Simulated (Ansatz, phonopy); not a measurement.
# How KBr (Fm-3m) expands on warming, part 2 of 2

How much does KBr expand with temperature?

Experimental results on record:
- volume expansion coefficient 116.1 1e-6/K and heat capacity C_P per formula unit 52.3 J/mol/K near room temperature (given in “High-Throughput Prediction of Finite-Temperature Properties using the Quasi-Harmonic Approximation”, 2016, arXiv:1603.06924)
- volume expansion coefficient 117.6 1e-6/K near room temperature (given in “Descriptors for thermal expansion in solids”, 2017, arXiv:1701.03966)

Ansatz 0.2.0; DFT RPBE, scalar-relativistic, plane waves, PAW.

So far. Step 2 (Probe on a coarse mesh): The start is under 2.1 GPa at this level and looks like an insulator or semiconductor on this mesh. Step 5 (Tight relaxation): The residual pressure is 3.5e-6 GPa, small enough for phonons.

## Step 6: An input with a fault

This input was changed on purpose, to see how the program answers.

File input.yaml:

```yaml
crystal:
  lattice:
    - [0.0, 3.4624595309, 3.4624595309]
    - [3.4624595309, 0.0, 3.4624595309]
    - [3.4624595309, 3.4624595309, 0.0]
  atoms:
    - { symbol: K, position: [0.0, 0.0, 0.0] }
    - { symbol: Br, position: [0.5, 0.5, 0.5] }
kpoints:
  mp_grid: { grid: [6, 6, 6] }
hamiltonian:
  xc: rpbe
scf:
  occupations: { method: fixed }
  max_iter: 80
output:
  eigenvalues: true
phonons:
  supercell: [2, 2, 2]
  qmesh: [2, 2, 2]
  thermal_expansion: {}
```

Started as:

```
$ ansatz run input.yaml --threads 4 --pin off --max-ram 8192MiB --backend cpu --events-out ev --progress --plain --runs-dir out
```

Numbers of over 12 decimals in the logs are rounded to 6 here.

Log:

```text
Error: invalid value for `phonons.qmesh`: set beside supercell — each asks for the run's force constants: supercell solves them in one diagonal repeat, and qmesh at the wavevectors of a mesh, each in its own smallest supercell; remove one of the two (the mesh that the density of states and the thermodynamic sums are integrated on is interpolated_qmesh)
```

Wall time 0.02 s (4 threads of Arm Neoverse V2, shared host); peak memory 0.031 GiB.

The program refused the input before any cycle.

The program's message: “Error: invalid value for `phonons.qmesh`: set beside supercell — each asks for the run's force constants: supercell solves them in one diagonal repeat, and qmesh at the wavevectors of a mesh, each in …”

The fault put into the input: a supercell and a q mesh together.

## Step 7: Phonons on strained cells

The study relaxes the crystal at several strains, solves the phonons on some of them and minimises the free energy at each temperature (static energy, vibrations, the electrons in a metal, and PV under a set pressure); the q-mesh sets how far the force constants reach.

input.yaml: that of step 6 with these lines changed.

```diff
@@ -14,3 +14,2 @@
   occupations: { method: fixed }
-  max_iter: 80
 output:
@@ -18,4 +17,5 @@
 phonons:
-  supercell: [2, 2, 2]
+  method: dfpt
   qmesh: [2, 2, 2]
+  temperatures: { t_max: 500.0, t_step: 25 }
   thermal_expansion: {}
```

Log:

```text
[...]
Crystal: 2 atoms, lattice volume = 83.020 Å³
Basis set: ecut = 487.2 eV, 2085 PW (Γ), exchange–correlation on 72×72×72 points (8 copies of the dense FFT grid, shifted against one another)
Bands: 12, of which v1, the nominal top of the filled ones, is band 8 counted from 1 (7 counted from 0)
Symmetry: 48 space group operations
[...]
k-points: 16 of 216
[...]
SCF iter   1: F=—  HF=-4335.128115 eV  |F-HF|=—  |Δ(HF+E_count)|=         —  Δρ=2.05e-3  dr2=4.40e-3  ethr=1.77e-3  ⟨swp⟩=5.7  Hψ=1066  notcnv=0  defer=24
[...]
SCF iter   7: F=-4335.127634 eV  HF=-4335.127634 eV  |F-HF|=5.09e-11  |Δ(HF+E_count)|=  9.64e-11  Δρ=2.62e-7  dr2=1.76e-11  ethr=1.00e-12  ⟨swp⟩=7.9  Hψ=1466  notcnv=0
SCF 1 converged in 7 iterations: F = -4335.127634 eV  dr2 = 1.76e-11
[...]
relax step   1: F+E_penalty+E_count = -4335.12763397 eV  Δ(F+E_penalty+E_count) = +0.000e0 eV  max|allowed force component| = 2.327e-29 eV/Å  Δτ_max = 0.0000 Å  (7 SCF iters, accepted)
SCF converged after 7 iterations
Free energy (F): -4335.127634 eV
[...]
Internal energy: -4335.127634 eV  (E = F + TS)
E sigma→0 (E₀):  -4335.127634 eV
Fermi energy:    0.316336 eV
[...]
--- Stress (GPa, compression-positive) ---
       -0.000456       0.000000       0.000000
       -0.000000      -0.000456      -0.000000
       -0.000000      -0.000000      -0.000456
  P = ⅓ Tr σ = -0.0005 GPa (-0.005 kbar)
--- Band table (eV; the first three rows and the last of 16) ---
  k-point 0: bands = [... 4 lower, -11.3366, 0.3163, 0.3163, 0.3163, 4.7075, 8.0250, 8.0250, 8.0250]
  k-point 1: bands = [... 4 lower, -11.2641, 0.0532, 0.2577, 0.2577, 5.2621, 7.8878, 8.2999, 8.2999]
  k-point 2: bands = [... 4 lower, -11.1516, -0.3749, 0.1456, 0.1456, 6.3574, 7.9393, 9.0297, 9.0297]
  k-point 15: bands = [... 4 lower, -11.2617, -0.2304, -0.0311, -0.0285, 7.1172, 7.8909, 8.4649, 9.1509]
── thermal expansion: 3 new cells, 3 in all ──
thermal expansion: relaxation of cell 2
thermal expansion: relaxation of cell 3
── thermal expansion: 2 new cells, 5 in all ──
thermal expansion: relaxation of cell 4
thermal expansion: lower-state search of cell 4
thermal expansion: phonons of cell 4
thermal expansion: relaxation of cell 5
thermal expansion: phonons of cell 5
── thermal expansion: 8 new cells, 13 in all ──
thermal expansion: relaxation of cell 6
thermal expansion: relaxation of cell 7
thermal expansion: relaxation of cell 8
thermal expansion: relaxation of cell 9
thermal expansion: relaxation of cell 10
thermal expansion: relaxation of cell 11
thermal expansion: relaxation of cell 12
thermal expansion: relaxation of cell 13
thermal expansion: phonons of cell 6
thermal expansion: phonons of cell 7
thermal expansion: phonons of cell 8
thermal expansion: phonons of cell 9
thermal expansion: phonons of cell 10
--- Relaxed structure (1 steps of the walk, 1 accepted, 0 SCFs on fresh bases) ---
  F+E_penalty+E_count = -4335.12763397 eV   max|allowed force component| = 2.327e-29 eV/Å
  atoms:
    - { symbol: K, position: [0.0, 0.0, 0.0] }
    - { symbol: Br, position: [0.500000, 0.500000, 0.500000] }
--- Thermal expansion: 13 cells in 3 rounds, 0 GPa ---
  no lower state was reached at cell 4
  without vibrations: a 4.89660, b 4.89660, c 4.89660 Å, V 83.0172 Å³, B 10.59 GPa
  at 0 K: a 4.91090, b 4.91090, c 4.91090 Å, V 83.7468 Å³, B 10.33 GPa
  zero-point expansion: a +0.292, b +0.292, c +0.292, V +0.879 %
      T/K        a/Å        b/Å        c/Å       V/Å³ | expansion of a, b, c, V (1e-6/K)   | that of V in the mean from 25 °C | C_P, C_V (J/mol K of the cell) | B_T, B_S (GPa)
     0.00    4.91090    4.91090    4.91090    83.7468 |    0.00    0.00    0.00    0.00 |  156.57 |     0.000     0.000 |    10.33    10.33
    50.00    4.91485    4.91485    4.91485    83.9491 |   37.53   37.53   37.53  112.58 |  178.84 |    35.419    35.095 |    10.11    10.21
   100.00    4.92630    4.92630    4.92630    84.5374 |   52.48   52.48   52.48  157.44 |  190.16 |    46.647    45.428 |     9.66     9.92
   150.00    4.94010    4.94010    4.94010    85.2496 |   58.95   58.95   58.95  176.86 |  199.62 |    50.083    47.874 |     9.17     9.60
   200.00    4.95536    4.95536    4.95536    86.0419 |   64.40   64.40   64.40  193.20 |  209.43 |    52.117    48.772 |     8.65     9.24
   250.00    4.97207    4.97207    4.97207    86.9151 |   70.42   70.42   70.42  211.25 |  220.44 |    53.906    49.192 |     8.07     8.85
   298.15    4.98978    4.98978    4.98978    87.8476 |   77.64   77.64   77.64  232.93 |       - |    55.795    49.413 |     7.46     8.42
   325.00    5.00052    5.00052    5.00052    88.4161 |   82.69   82.69   82.69  248.06 |  241.04 |    57.033    49.496 |     7.08     8.16
   375.00    5.02272    5.02272    5.02272    89.5988 |   95.37   95.37   95.37  286.11 |  259.40 |    60.007    49.605 |     6.28     7.60
   425.00    5.04912    5.04912    5.04912    91.0192 |  116.40  116.40  116.40  349.20 |  284.61 |    64.741    49.678 |     5.30     6.91
   475.00    5.08343    5.08343    5.08343    92.8869 |  161.48  161.48  161.48  484.45 |  324.36 |    74.665    49.730 |     4.00     6.00
   500.00    5.10701    5.10701    5.10701    94.1858 |  216.40  216.40  216.40  649.20 |  357.44 |    86.698    49.752 |     3.09     5.39
  the static fit leaves 0.000 meV an atom of the energies and, of the stresses, 0.000 GPa of each cell's largest along a strain (root mean squares over the cells), whose Pulay part it has at -0.003 GPa
  vibrations' free energy: its fit leaves 0.0006 meV an atom at the most
  the electrons' free energy at temperature is not in it: every band gap is over 0.52 eV
  free energies summed between the sampled wave vectors
  estimated error of the fitted expansion in any direction: up to 46.882e-6/K, at 500 K (an estimate, not a bound: it was exceeded on models of known expansion)
  by sums over the sampled wave vectors an expansion of the volume parts by up to 424.14e-6/K
  by a static energy of one degree less an expansion of the volume parts by up to 16.00e-6/K
  the FFT grids of the static calculations differ: 36 × 36 × 36, 40 × 40 × 40
  band gaps on the cells' k-points are 4.035 to 4.466 eV
```

Run time: 2 min. Hardware: 4 threads; peak memory 0.62 GiB; 7.1 min of CPU time.

This step gave:

| Property | Result |
| --- | --- |
| pressure | -4.56e-4 GPa |
| volume expansion coefficient at 298 K | 232.9 1e-6/K |
| C_P at 298 K | 27.90 J/mol-atom/K |
| entropy at 298 K | 54.92 J/mol-atom/K |
| isothermal bulk modulus at 298 K | 7.457 GPa |
| Grüneisen parameter at 298 K | 1.860 |
| volume at 298 K | 43.92 Å³/atom |
| principal linear expansion coefficients at 298 K | 77.64, 77.64, 77.64 1e-6/K |

Strained cells of the study; zero-point energy where phonons were solved; the pressures are stresses at a fixed cutoff and can carry an offset from the finite basis. Expansion cells, by row:

```csv
cell,|a| (Å),|b| (Å),|c| (Å),V (Å³/atom),E - E_lowest (meV/atom),"pressure, compression positive (GPa)",gap (eV),zero-point energy (meV/atom)
1,4.897,4.897,4.897,41.51,0,-0.003,4.391,-
2,4.936,4.936,4.936,42.51,0.772,-0.243,4.332,-
3,4.858,4.858,4.858,40.53,0.798,0.264,4.452,-
4,4.897,4.897,4.897,41.52,0,-0.005,4.391,13.64
5,4.921,4.921,4.921,42.14,0.314,-0.159,4.353,13.29
6,4.938,4.938,4.938,42.57,0.855,-0.255,4.329,13.05
7,4.979,4.979,4.979,43.65,3.318,-0.478,4.268,12.46
8,5.021,5.021,5.021,44.75,7.29,-0.676,4.208,11.89
9,5.063,5.063,5.063,45.88,12.68,-0.85,4.149,11.31
10,5.105,5.105,5.105,47.04,19.39,-1.004,4.09,10.74
11,4.848,4.848,4.848,40.29,1.24,0.333,4.466,-
12,4.873,4.873,4.873,40.9,0.302,0.158,4.428,-
13,5.146,5.146,5.146,48.18,26.98,-1.134,4.035,-
```

Quasi-harmonic; a, b, c are the run's own cell vectors. Expansion, by row:

```csv
T (K),a (Å),b (Å),c (Å),alpha (deg),beta (deg),gamma (deg),cell volume (Å³/cell),alpha_a (1e-6/K),alpha_b (1e-6/K),alpha_c (1e-6/K),alpha_V (1e-6/K),C_P (J/mol-atom/K),C_V (J/mol-atom/K),S (J/mol-atom/K),B_T (GPa),B_S (GPa),Grueneisen,extrapolation,fit error (1e-6/K)
0,4.911,4.911,4.911,60,60,60,83.75,0,0,0,0,0,0,0,10.33,10.33,-,0,0
25,4.911,4.911,4.911,60,60,60,83.77,15.31,15.31,15.31,45.92,8.191,8.178,3.446,10.29,10.31,1.458,0,0.01
50,4.915,4.915,4.915,60,60,60,83.95,37.53,37.53,37.53,112.6,17.71,17.55,12.52,10.11,10.21,1.64,0,0.03
75,4.92,4.92,4.92,60,60,60,84.22,47.29,47.29,47.29,141.9,21.54,21.16,20.53,9.89,10.07,1.682,0,0.04
100,4.926,4.926,4.926,60,60,60,84.54,52.48,52.48,52.48,157.4,23.32,22.71,27,9.66,9.92,1.705,0,0.05
125,4.933,4.933,4.933,60,60,60,84.88,56.03,56.03,56.03,168.1,24.35,23.5,32.33,9.42,9.76,1.723,0,0.05
150,4.94,4.94,4.94,60,60,60,85.25,58.95,58.95,58.95,176.9,25.04,23.94,36.83,9.17,9.6,1.74,0,0.08
175,4.948,4.948,4.948,60,60,60,85.64,61.67,61.67,61.67,185,25.59,24.21,40.73,8.91,9.42,1.757,0,0.09
200,4.955,4.955,4.955,60,60,60,86.04,64.4,64.4,64.4,193.2,26.06,24.39,44.18,8.65,9.24,1.775,0,0.1
225,4.964,4.964,4.964,60,60,60,86.47,67.28,67.28,67.28,201.8,26.5,24.51,47.27,8.37,9.05,1.794,0,0.11
250,4.972,4.972,4.972,60,60,60,86.92,70.42,70.42,70.42,211.2,26.95,24.6,50.09,8.07,8.85,1.815,0,0.15
275,4.981,4.981,4.981,60,60,60,87.39,73.93,73.93,73.93,221.8,27.42,24.66,52.68,7.76,8.63,1.837,0,0.19
298.1,4.99,4.99,4.99,60,60,60,87.85,77.64,77.64,77.64,232.9,27.9,24.71,54.92,7.46,8.42,1.86,0,0.21
300,4.99,4.99,4.99,60,60,60,87.89,77.96,77.96,77.96,233.9,27.94,24.71,55.09,7.43,8.4,1.861,0,0.21
325,5.001,5.001,5.001,60,60,60,88.42,82.69,82.69,82.69,248.1,28.52,24.75,57.35,7.08,8.16,1.889,0,0.21
350,5.011,5.011,5.011,60,60,60,88.98,88.36,88.36,88.36,265.1,29.19,24.78,59.48,6.7,7.89,1.919,0,0.24
375,5.023,5.023,5.023,60,60,60,89.6,95.37,95.37,95.37,286.1,30,24.8,61.52,6.28,7.6,1.954,0,0.34
400,5.035,5.035,5.035,60,60,60,90.27,104.3,104.3,104.3,313,31.02,24.82,63.49,5.82,7.27,1.995,0,0.74
425,5.049,5.049,5.049,60,60,60,91.02,116.4,116.4,116.4,349.2,32.37,24.84,65.41,5.3,6.91,2.043,0,1.22
450,5.065,5.065,5.065,60,60,60,91.87,133.7,133.7,133.7,401.2,34.28,24.85,67.31,4.71,6.49,2.102,0,1.05
475,5.083,5.083,5.083,60,60,60,92.89,161.5,161.5,161.5,484.4,37.33,24.86,69.24,4,6,2.179,0,4.36
500,5.107,5.107,5.107,60,60,60,94.19,216.4,216.4,216.4,649.2,43.35,24.88,71.29,3.09,5.39,2.288,0.01,46.88
```

Expansion coefficient against temperature; values in 1e-6/K:

```csv
temperature (K),volume,principal 1
0,0,0
25,45.9,15.3
50,113,37.5
75,142,47.3
100,157,52.5
125,168,56.0
150,177,59.0
175,185,61.7
200,193,64.4
225,202,67.3
250,211,70.4
275,222,73.9
298,233,77.6
300,234,78.0
325,248,82.7
350,265,88.4
375,286,95.4
400,313,104
425,349,116
450,401,134
475,484,161
500,649,216
```

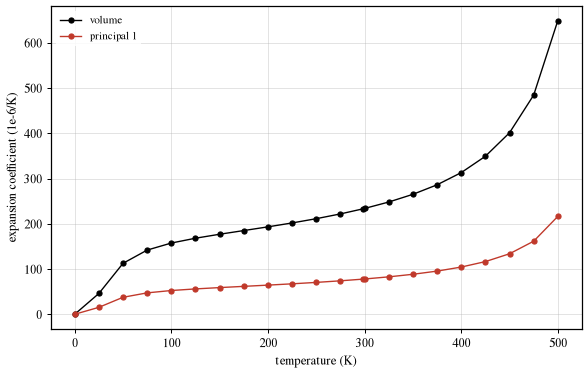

Expansion coefficient against temperature.

At 298 K the volume expansion is 233 × 10⁻⁶/K and B_T is 7.46 GPa. The program raised the cutoff to 487.2 eV by itself: with no cutoff typed, the study takes about 1.16 times the default for its relaxations and scales it with the volume for the phonons.

## Step 8: Free-energy fit

This step: DFT RPBE, scalar-relativistic, plane waves, PAW (phonopy 4.10.0).

Numbers from this step:

```
volume expansion coefficient at 300 K : 236.4 1e-6/K
isothermal bulk modulus at 300 K      : 7.36 GPa
C_P at 300 K                          : 28.00 J/mol-atom/K
Grüneisen parameter at 300 K          : 1.864
```

Table of energy (each curve on its own zero) by volume; values in meV/atom:

```csv
volume (Å³/atom),static,F at 0 K,F at 300 K,F at 500 K
41.52,0,1.3,7.97,13.2
42.14,0.31,1.26,6.31,10.2
42.57,0.85,1.56,5.5,8.55
43.65,3.32,3.44,4.47,5.23
44.75,7.29,6.84,4.75,3.09
45.88,12.7,11.7,6.2,1.94
47.04,19.4,17.8,8.65,1.59
```

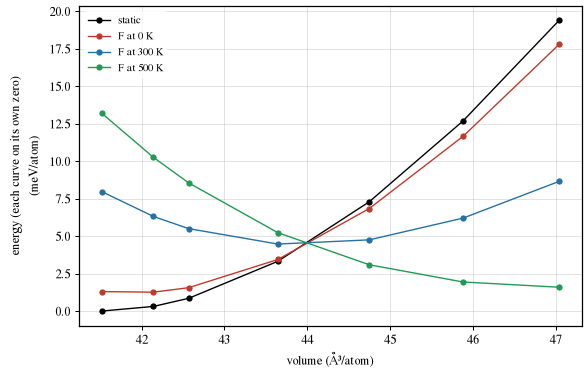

Energy (each curve on its own zero), plotted against volume.

Phonopy-qha, vinet fit of F(V) at each temperature. Qha vinet, by row:

```csv
T (K),fitted volume (Å³/atom),alpha_V (1e-6/K),B_T (GPa),C_P (J/mol-atom/K),Grueneisen
75,42.11,139.6,9.91,21.64,1.658
100,42.27,156.2,9.69,23.45,1.695
125,42.44,167.1,9.45,24.45,1.717
150,42.62,176,9.19,25.12,1.735
175,42.82,184.3,8.93,25.65,1.752
200,43.02,192.8,8.64,26.11,1.771
225,43.23,201.9,8.35,26.55,1.791
250,43.45,212,8.04,26.99,1.813
275,43.69,223.3,7.71,27.47,1.837
300,43.94,236.4,7.36,28,1.864
325,44.21,251.6,7,28.59,1.894
350,44.5,269.6,6.61,29.29,1.928
375,44.81,291.1,6.21,30.12,1.967
400,45.15,317.5,5.78,31.15,2.011
425,45.53,350.4,5.33,32.43,2.062
450,45.95,392.4,4.85,34.09,2.12
475,46.43,447.6,4.35,36.32,2.189
```

Table of volume expansion coefficient by temperature; values in 1e-6/K:

```csv
temperature (K),"phonopy-qha, Vinet",Ansatz's own study
75,140,142
100,156,157
125,167,168
150,176,177
175,184,185
200,193,193
225,202,202
250,212,211
275,223,222
300,236,234
325,252,248
350,270,265
375,291,286
400,318,313
425,350,349
450,392,401
475,448,484
```

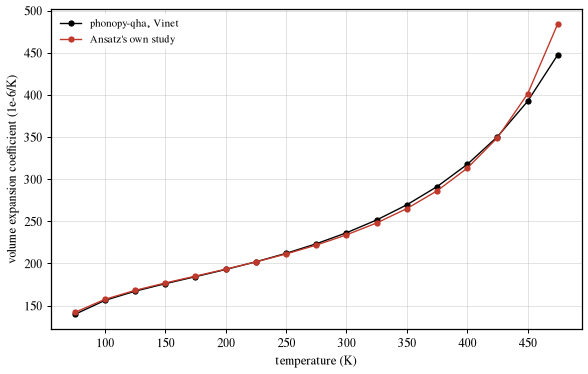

Volume expansion coefficient, plotted against temperature.

The fit gives a volume expansion of 236 × 10⁻⁶/K at 300 K, against 233 at 298 K from the study itself, whose static fit uses more cells.

## Step 9: Results

* settings of these figures: RPBE, 487.2 eV, k 6×6×6, q 2×2×2
* volume expansion coefficient at 298 K: 232.9 1e-6/K
* C_P at 298 K: 27.90 J/mol-atom/K
* entropy at 298 K: 54.92 J/mol-atom/K
* isothermal bulk modulus at 298 K: 7.457 GPa
* Grüneisen parameter at 298 K: 1.860
* volume at 298 K: 43.92 Å³/atom
* principal linear expansion coefficients at 298 K: 77.64, 77.64, 77.64 1e-6/K

What this shows: Near room temperature KBr expands by 233 × 10⁻⁶/K in volume by RPBE, with C_P = 27.9 J/(mol K) per mole of atoms and B_T = 7.46 GPa. At some temperatures (first at 500 K) the program's own estimate of the fit error is large against the linear coefficients, so those rows are unreliable. Between 298.15 and 500 K the bulk modulus falls by 59 % and the Grüneisen parameter grows; in this range the quasi-harmonic approximation, which lacks anharmonicity at fixed volume, tends to overshoot. C_P at room temperature is 112 % of the classical 3R an atom; C_V is 99 %, and the rest is expansion work. A measured volume expansion coefficient near room temperature is 116.1 1e-6/K (arXiv:1603.06924); the calculated 233 1e-6/K differs by +101 %. A measured heat capacity per formula unit near room temperature is 52.3 J/mol/K (arXiv:1603.06924); the calculated 55.8 J/mol/K differs by +7 %. The PAW files were made for PBE and are used here under another functional, for which the program regenerates the frozen cores. The cell of these runs is 16 % larger in volume than the database cell; frequencies and all that rests on them shift with it.

[Logs are printed without paths, hosts, clocks, repeated set-up lines and the standing remarks that a program may print on its own settings, such as how far it seeks lower states.]

[Hosts, paths, dates, database ids (printed as entryN), source tags and the programs' standing remarks are cut or masked in the printed files.]

[A step with changed settings may run another functional than the one named; its input shows which.]
